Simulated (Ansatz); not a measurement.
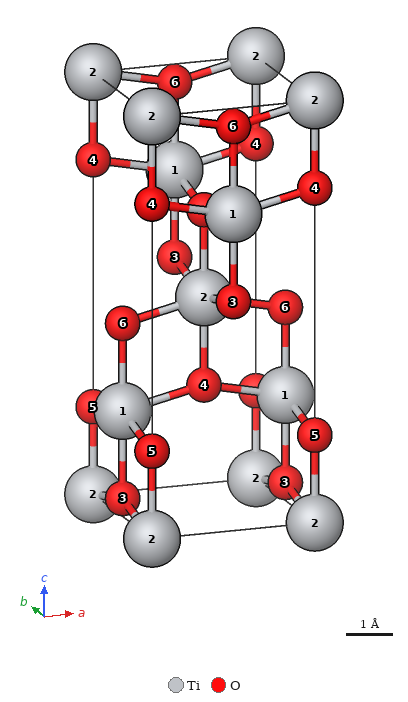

Figure 1. The input geometry (ball-and-stick view of the cell 2 times as large as that of the calculation, set on its symmetry axes, seen slightly off an axis; atoms are numbered from 1 in the order of the input). Near neighbours in the crystal (not all of them lie inside the picture): Ti has 6 O at 1.93 to 1.99 Å; O has 3 Ti at 1.93 to 1.99 Å.

# Band-structure calculation of TiO$_{2}$ (part 1 of 2)

The run: band-structure calculation of TiO$_{2}$ (I4₁/amd, 6 atoms in the cell). Method and program: DFT, PBE0, plane waves, PAW, no spin polarisation (Ansatz 0.2.0).

The structure was built on a prototype by a generator. The geometry comes from this level: r2SCAN. Figures and captions count atoms from 1; the log counts them from 0 in places.

**Input**
```yaml
crystal:
  lattice:
    - [-1.8888985843, 1.8888985843, 4.7916842953]
    - [1.8888985843, -1.8888985843, 4.7916842953]
    - [1.8888985843, 1.8888985843, -4.7916842953]
  atoms:
    - { symbol: Ti, position: [0.75, 0.25, 0.5] }
    - { symbol: Ti, position: [0.0, 0.0, 0.0] }
    - { symbol: O, position: [0.5427126158, 0.0427126158, 0.5] }
    - { symbol: O, position: [0.7927126158, 0.7927126158, 0.0] }
    - { symbol: O, position: [0.2072873842, 0.2072873842, 0.0] }
    - { symbol: O, position: [0.9572873842, 0.4572873842, 0.5] }
kpoints:
  mp_grid: { grid: [6, 6, 6] }
  band_path:
    path:
      - [0.0, 0.0, 0.0]
      - [0.0, 0.0, 0.5]
      - [0.25, 0.25, 0.25]
      - [0.0, 0.5, 0.0]
      - [0.5, 0.5, -0.5]
      - [0.2888490943, 0.7111509057, -0.2888490943]
      - [-0.2888490943, 0.2888490943, 0.2888490943]
      - [-0.0776981885, 0.0776981885, 0.5]
      - [0.5, 0.5, -0.0776981885]
      - [0.0, 0.0, 0.4375]
      - [0.3, 0.3, -0.3]
    npoints: 1
hamiltonian:
  xc: pbe0
scf:
  occupations: { method: fixed }
  n_extra_bands: 5
output:
  forces: true
  stress: true
  eigenvalues: true
  write_density: true
  write_potential: true
  elf: true
  volumetric_format: npy
```

Hardware: 8 threads of Intel Xeon (Sapphire Rapids), 64 GiB of memory available, shared host.

Command:
```bash
ansatz run input.yaml --threads 8 --pin off --max-ram 12902MiB --backend cpu --events-out ev --progress --plain --runs-dir out
```

**What the program printed**
```
Warning: output.stress: scf.convergence.dr2_threshold = 1e-7 eV (the SCF's general default) is looser than the 6e-10 eV advised for a printed stress (1e-10 eV for each atom of the cell: 6). What an SCF threshold leaves in a stress goes as its square root, and in the free energy as the threshold itself, and one threshold admits the most on a small cell: of the crystals measured, under no hybrid functional and no lock of the moments, on runs that ended without the residual-converged pass, on stresses that held no estimate of that error, the worst erred by over 100 MPa in a component at 1e-7 eV an atom and by under 5 at 1e-10. Set scf.convergence.dr2_threshold to 6e-10 eV or tighter. The threshold is an SCF's pass mark: one that does not reach it within its budget of iterations ends unconverged, or closes short of it on a stop that the run arms, and scf.convergence.dr2_threshold's page says what that costs each kind of run
Warning: output.stress: scf.exx.energy_threshold = 1e-6 eV is looser than the 6e-8 eV advised for a stress under a hybrid functional (1e-8 eV for each atom of the cell: 6). Every SCF of the exchange loop can meet its threshold on dr2 while the loop round them stops early: no threshold on dr2 bounds what that leaves in the stress. Set scf.exx.energy_threshold to 6e-8 eV or tighter. The threshold is the loop's pass mark: a loop that does not reach it within its budget of cycles ends unconverged, and scf.exx.energy_threshold's page has the law
scf.n_extra_bands = 5 over 24 filled bands (N_el = 48.0): the run solves 29 bands
Engine: ansatz 0.2.0, x86_64-unknown-linux-gnu
Pseudopotentials: kind: paw
Pseudopotential: Ti, paw, valence charge 12, recommended cutoff 420 eV (normal), Ti.paw.azcp
Pseudopotential: O, paw, valence charge 6, recommended cutoff 420 eV (normal), O.paw.azcp
Functional definition: PBE0
  parameter a = 0.25
  parameter kappa = 0.804
  parameter beta = 0.06672455060314922
  exchange = (1 - a)*pbe_x(kappa = kappa, mu = beta*pi^2/3) + a*exact_x
  correlation = pbe_c(beta = beta)
davidson cushion auto → on  (no smearing: the cushion is to keep the highest requested band from converging to the state above it; pin scf.eigensolver.cushion to override)
Crystal: 6 atoms, lattice volume = 68.386 Å³
Basis set: ecut = 420 eV, 1317 PW (Γ), exchange–correlation on 80×80×80 points (8 copies of the dense FFT grid, shifted against one another)
Bands: 29, of which v1, the nominal top of the filled ones, is band 24 counted from 1 (23 counted from 0)
Symmetry: 16 space group operations
Space group: I41/amd (ITA 141), of the structure as read, at distance tolerance 4.1e-5 Å
k-points: 30 of 216
Non-local potential: Ti, projectors of the file, l = 0: 3, l = 1: 2, l = 2: 3, l = 3: 1
Non-local potential: O, projectors of the file, l = 0: 2, l = 1: 2, l = 2: 1
PAW form: soft (Blöchl's): semilocal exchange-correlation on the pseudo side does not see the compensation charge
PAW frozen core: Ti, regenerated for the run's functional, and the local potential with it (the file was generated under x = pbe(κ = 0.804, μ = 0.2195149727645171), c = pbe(β = 0.06672455060314922))
PAW frozen core: O, regenerated for the run's functional, and the local potential with it (the file was generated under x = pbe(κ = 0.804, μ = 0.2195149727645171), c = pbe(β = 0.06672455060314922))
PAW one-centre angular grid: Ti, 590 points (default); XC on 64 Gauss nodes
PAW one-centre angular grid: O, 110 points (default); XC on 64 Gauss nodes
Initial density: superposition of atomic densities (neutral atoms: chi_scale 0, normalization atom), corrected by the library's trained network
Initial wavefunctions: pseudopotential atomic-orbital guess
Functional: x = pbe(κ = 0.804, μ = 0.2195149727645171), c = pbe(β = 0.06672455060314922), warm-up for x = 0.75 pbe(κ = 0.804, μ = 0.2195149727645171) + 0.25 exact, c = pbe(β = 0.06672455060314922)
SCF iter   1: F=—  HF=-7277.482885 eV  |F-HF|=—  |Δ(HF+E_count)|=         —  Δρ=3.56e-3  dr2=3.62e-3  ethr=1.77e-3  ⟨swp⟩=5.3  Hψ=3734  notcnv=0
preconditioner: auto → none  [insulator: Δε(μ)=2.214 eV  Ē_g=9.520 eV  n_scr=14 (ndim 8)  ℏωp=25.4 eV  f_vac=0.104]
SCF iter   2: F=—  HF=-7277.486504 eV  |F-HF|=—  |Δ(HF+E_count)|=   3.62e-3  Δρ=2.79e-3  dr2=4.40e-3  ethr=7.54e-6  ⟨swp⟩=4.9  Hψ=3249  notcnv=0
SCF iter   3: F=—  HF=-7277.486206 eV  |F-HF|=—  |Δ(HF+E_count)|=   2.99e-4  Δρ=1.52e-3  dr2=9.73e-4  ethr=7.54e-6  ⟨swp⟩=3.5  Hψ=2207  notcnv=0
SCF iter   4: F=-7277.486315 eV  HF=-7277.486337 eV  |F-HF|=2.17e-5  |Δ(HF+E_count)|=   1.32e-4  Δρ=5.39e-4  dr2=1.14e-4  ethr=2.03e-6  ⟨swp⟩=2.0  Hψ=1920  notcnv=0
SCF 1 stopped early in 4 iterations: F = -7277.486315 eV  dr2 = 1.14e-4
  greatest PAW one-centre occupation: 0.999 electrons in one spin orbital (limit 2), on the Ti atom at site 1 (counted from 0), in its partial waves of l = 0
Initial density: handed on by an earlier stage of this run
Initial wavefunctions: those handed on with the density
Functional: x = 0.75 pbe(κ = 0.804, μ = 0.2195149727645171) + 0.25 exact, c = pbe(β = 0.06672455060314922)
Frozen-core exchange: fock
SCF iter   1: F=—  HF=-7277.030881 eV  |F-HF|=—  |Δ(HF+E_count)|=         —  Δρ=3.11e-2  dr2=9.15e-1  ethr=2.37e-6  ⟨swp⟩=7.0  Hψ=5068  notcnv=0
preconditioner: auto → none  [insulator: Δε(μ)=5.243 eV  Ē_g=13.284 eV  n_scr=14 (ndim 8)  ℏωp=25.4 eV  f_vac=0.103]
SCF iter   2: F=—  HF=-7276.868466 eV  |F-HF|=—  |Δ(HF+E_count)|=   1.62e-1  Δρ=2.69e-2  dr2=4.78e-1  ethr=2.37e-6  ⟨swp⟩=6.9  Hψ=4415  notcnv=0  defer=5
SCF iter   3: F=—  HF=-7276.764805 eV  |F-HF|=—  |Δ(HF+E_count)|=   1.04e-1  Δρ=3.95e-3  dr2=1.76e-2  ethr=2.37e-6  ⟨swp⟩=5.5  Hψ=3888  notcnv=0
SCF iter   4: F=—  HF=-7276.830391 eV  |F-HF|=—  |Δ(HF+E_count)|=   6.56e-2  Δρ=4.86e-3  dr2=2.17e-2  ethr=2.37e-6  ⟨swp⟩=4.0  Hψ=3227  notcnv=0
SCF iter   5: F=—  HF=-7276.824273 eV  |F-HF|=—  |Δ(HF+E_count)|=   6.12e-3  Δρ=7.60e-4  dr2=3.10e-4  ethr=2.37e-6  ⟨swp⟩=4.6  Hψ=3113  notcnv=0
SCF iter   6: F=—  HF=-7276.825979 eV  |F-HF|=—  |Δ(HF+E_count)|=   1.71e-3  Δρ=6.10e-4  dr2=3.05e-4  ethr=2.86e-7  ⟨swp⟩=3.9  Hψ=2806  notcnv=0
iter 7 solved again at ethr=3.76e-9 eV; its pass at ethr=2.86e-7 eV (dr2=1.81e-6 eV) is discarded
SCF iter   7: F=-7276.825902 eV  HF=-7276.825897 eV  |F-HF|=5.09e-6  |Δ(HF+E_count)|=   8.24e-5  Δρ=5.90e-5  dr2=7.12e-6  ethr=3.76e-9  ⟨swp⟩=3.2  Hψ=4621  notcnv=0
SCF 2 stopped early in 7 iterations: F = -7276.825902 eV  dr2 = 7.12e-6
  Residual-converged pass: ⟨swp⟩=3.0  Hψ=2368  notcnv=0  max |occ|·‖R‖ = 6.2e-6 eV (tolerance 6.7e-6 eV)  dr2=7.09e-6  dr2_onsite=2.78e-7  max |Δocc| = 0.0e0
  greatest PAW one-centre occupation: 1.000 electrons in one spin orbital (limit 2), on the Ti atom at site 1 (counted from 0), in its partial waves of l = 0
hybrid outer 1: dexx = +7.704e-2 eV, tail = 2.02e-4 eV
Frozen-core exchange: fock
SCF iter   1: F=—  HF=-7276.825442 eV  |F-HF|=—  |Δ(HF+E_count)|=         —  Δρ=2.84e-4  dr2=5.81e-5  ethr=2.10e-6  ⟨swp⟩=3.0  Hψ=2181  notcnv=0
preconditioner: auto → none  [insulator: Δε(μ)=4.445 eV  Ē_g=12.525 eV  n_scr=14 (ndim 8)  ℏωp=25.4 eV  f_vac=0.105]
SCF iter   2: F=—  HF=-7276.825428 eV  |F-HF|=—  |Δ(HF+E_count)|=   1.40e-5  Δρ=4.09e-5  dr2=1.80e-6  ethr=1.15e-7  ⟨swp⟩=3.9  Hψ=2417  notcnv=0
SCF iter   3: F=—  HF=-7276.825440 eV  |F-HF|=—  |Δ(HF+E_count)|=   1.13e-5  Δρ=3.22e-5  dr2=7.15e-7  ethr=7.81e-10  ⟨swp⟩=4.9  Hψ=3218  notcnv=0
SCF iter   4: F=—  HF=-7276.825439 eV  |F-HF|=—  |Δ(HF+E_count)|=   2.24e-7  Δρ=3.78e-6  dr2=1.94e-7  ethr=7.81e-10  ⟨swp⟩=4.0  Hψ=2418  notcnv=0
SCF iter   5: F=—  HF=-7276.825440 eV  |F-HF|=—  |Δ(HF+E_count)|=   9.98e-7  Δρ=1.02e-5  dr2=6.44e-8  ethr=7.66e-12  ⟨swp⟩=5.8  Hψ=3456  notcnv=0  defer=3
SCF iter   6: F=—  HF=-7276.825440 eV  |F-HF|=—  |Δ(HF+E_count)|=   1.63e-8  Δρ=5.21e-7  dr2=2.75e-8  ethr=7.66e-12  ⟨swp⟩=4.4  Hψ=3022  notcnv=0
SCF iter   7: F=—  HF=-7276.825441 eV  |F-HF|=—  |Δ(HF+E_count)|=   1.14e-7  Δρ=3.56e-6  dr2=5.43e-9  ethr=1.41e-12 (applied; sched 1.00e-12)  ⟨swp⟩=6.0  Hψ=3441  notcnv=0
SCF iter   8: F=-7276.825441 eV  HF=-7276.825441 eV  |F-HF|=9.48e-10  |Δ(HF+E_count)|=   1.35e-8  Δρ=1.70e-6  dr2=1.24e-9  ethr=1.36e-12 (applied; sched 1.00e-12)  ⟨swp⟩=5.9  Hψ=3188  notcnv=0
SCF 3 converged in 8 iterations: F = -7276.825441 eV  dr2 = 1.24e-9
  Residual-converged pass: ⟨swp⟩=2.0  Hψ=1606  notcnv=0  max |occ|·‖R‖ = 6.8e-7 eV (tolerance 7.7e-7 eV)  dr2=1.24e-9  dr2_onsite=9.92e-11  max |Δocc| = 0.0e0
hybrid outer 2: dexx = +1.848e-5 eV, tail = 1.16e-7 eV, Δε = 8.09e-3 eV (about 2.11e-4 eV left of the loop's levels), ΔF = 5.47e-3 eV/Å (tail 1.13e-3)
Frozen-core exchange: fock
SCF iter   1: F=—  HF=-7276.825442 eV  |F-HF|=—  |Δ(HF+E_count)|=         —  Δρ=6.80e-6  dr2=3.60e-8  ethr=1.21e-9  ⟨swp⟩=4.8  Hψ=2240  notcnv=0
preconditioner: auto → none  [insulator: Δε(μ)=4.439 eV  Ē_g=12.519 eV  n_scr=14 (ndim 8)  ℏωp=25.4 eV  f_vac=0.105]
SCF iter   2: F=-7276.825442 eV  HF=-7276.825442 eV  |F-HF|=3.96e-9  |Δ(HF+E_count)|=   2.90e-9  Δρ=4.08e-6  dr2=4.93e-9  ethr=7.16e-11  ⟨swp⟩=4.8  Hψ=2837  notcnv=0
SCF 4 converged in 2 iterations: F = -7276.825442 eV  dr2 = 4.93e-9
  Residual-converged pass: ⟨swp⟩=3.0  Hψ=1910  notcnv=0  max |occ|·‖R‖ = 1.3e-6 eV (tolerance 1.3e-6 eV)  dr2=4.94e-9  dr2_onsite=9.24e-10  max |Δocc| = 0.0e0
```

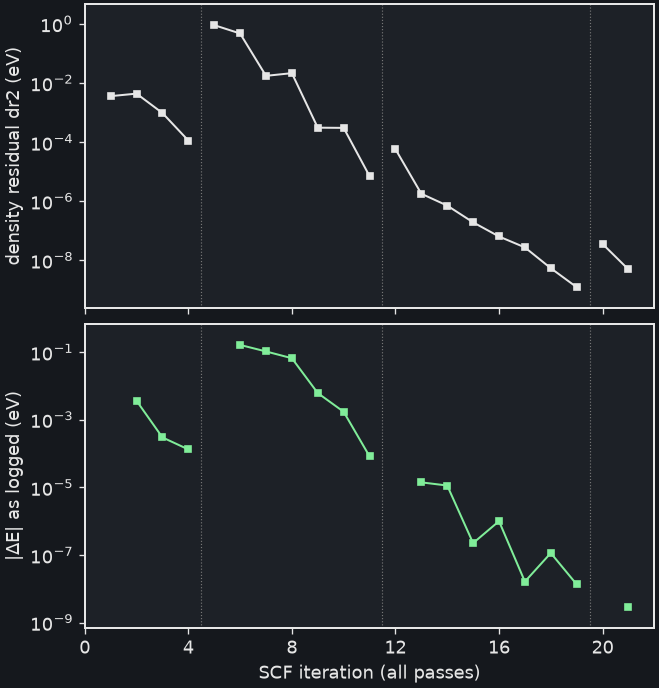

Figure 2. Convergence of the self-consistent field: density residual dr2 and size of the energy change against the SCF iteration. The run starts with a semilocal functional; after that each stretch between dotted lines is one SCF of the hybrid functional between two exact rebuilds of the exchange operator by the outer loop. Early passes are stopped at a loose threshold. The passes take 4, 7, 8 and 2 iterations.

```
hybrid outer 3: dexx = +1.755e-8 eV, tail = 1.18e-8 eV, Δε = 2.44e-4 eV (about 7.80e-5 eV left of the loop's levels), ΔF = 5.57e-5 eV/Å (tail 2.25e-4)
NSCF: frozen V_eff on 11 k-points
hybrid SCF converged: 3 outer / 17 inner (+4 warm-up), last move |dexx| = 1.75e-8 eV, tail = 1.18e-8 eV
Stability not checked: this state was not tested for a lower state beside it, because the functional holds exact exchange (a hybrid, or Hartree-Fock), whose exchange loop this test does not read (fock_operator; see scf.lower_state_search)
Free energy (F): -7276.825442 eV
Frozen-core exchange: fock
Harris-Foulkes:  -7276.825442 eV  (|F-HF|=3.96e-9)
Internal energy: -7276.825442 eV  (E = F + TS)
E sigma→0 (E₀):  -7276.825442 eV
Fermi energy:    5.833198 eV
--- Per-component energies (eV) ---
  E_band       = -592.935619
  E_kinetic    = 1250.329313
  E_local      = -3555.594981  (includes V_loc(G=0)·N_el)
  E_nonlocal   = 185.824407
  E_hartree    = 1373.078401
  E_xc         = -381.505486
  E_vxc        = -482.908234  (∫ρ·V_xc dr)
  E_exx        = -177.073214  (= α·E_x^exact, valence–valence)
  E_paw        = -2654.461383  (= ΣΔE_a)
  E_vpaw       = -382.607457  (= ΣTr[D̂ρ^β])
  E_aug_tail   = 0.009998  (compensation charges beyond the density's cutoff)
  E_ewald      = -3316.996201
  E_core_change = -0.436295  (= ΣΔE_core)
  E_smearing   = -0.000000  (= −TS)
  E_closure    = -0.000000  (closes the sum)
  Σ components = -7276.825442   (vs F -7276.825442, Δ=0.00e0)
--- Forces (eV/Å), atoms counted from 1 ---
  atom   1  Ti    -0.00000000    -0.00000000    -0.00000000
  atom   2  Ti     0.00000000    -0.00000000     0.00000000
  atom   3  O     -0.00000000     0.00000000     0.16120816
  atom   4  O      0.00000000    -0.00000000     0.16120816
  atom   5  O      0.00000000     0.00000000    -0.16120816
  atom   6  O     -0.00000000    -0.00000000    -0.16120816
  max |Σ_I F_I| component: 2.78e-17 eV/Å
--- Stress (GPa, compression-positive) ---
       -2.502718      -0.000000       0.000000
       -0.000000      -2.502718       0.000000
        0.000000      -0.000000      -3.118156
  P = ⅓ Tr σ = -2.7079 GPa (-27.079 kbar)
--- Band table (eV; the first three rows and the last of 30) ---
  k-point 0: bands = ["-54.7910", "-54.7294", "-29.6187", "-29.3703", "-29.3703", "-29.2980", "-29.2980", "-29.1896", "-13.5080", "-12.4005", "-12.2685", "-11.8890", "1.5073", "1.7075", "1.7075", "2.0675", "3.6056", "3.6219", "3.6219", "5.0317", "5.0702", "5.0702", "5.4128", "5.4128", "10.2715", "11.1301", "12.4092", "12.4092", "12.4524"]
  k-point 1: bands = ["-54.7858", "-54.7325", "-29.6151", "-29.4187", "-29.3871", "-29.3256", "-29.2967", "-29.1844", "-13.2291", "-12.2352", "-12.1486", "-11.8090", "1.1652", "1.3829", "1.4599", "2.1474", "3.1185", "3.6735", "3.8221", "4.2973", "4.4139", "4.6222", "5.1630", "5.6355", "11.2387", "11.2880", "11.5165", "12.0526", "12.0705"]
  k-point 2: bands = ["-54.7725", "-54.7417", "-29.6057", "-29.5085", "-29.4172", "-29.3830", "-29.2787", "-29.1978", "-12.5781", "-11.9564", "-11.8761", "-11.6659", "0.6735", "0.9880", "1.2998", "2.3343", "2.4731", "2.5779", "2.6781", "2.9810", "3.6335", "4.8915", "5.2308", "5.7815", "11.3243", "11.5689", "11.8337", "12.1662", "12.7421"]
  k-point 29: bands = ["-54.7603", "-54.7603", "-29.4081", "-29.4081", "-29.3981", "-29.3981", "-29.2698", "-29.2698", "-12.8859", "-12.8859", "-12.1730", "-12.1730", "1.7770", "1.7770", "1.8068", "1.8068", "3.6816", "3.6816", "4.3812", "4.3812", "4.4915", "4.4915", "5.7871", "5.7871", "10.6865", "10.6865", "12.2140", "12.2140", "12.6719"]
```
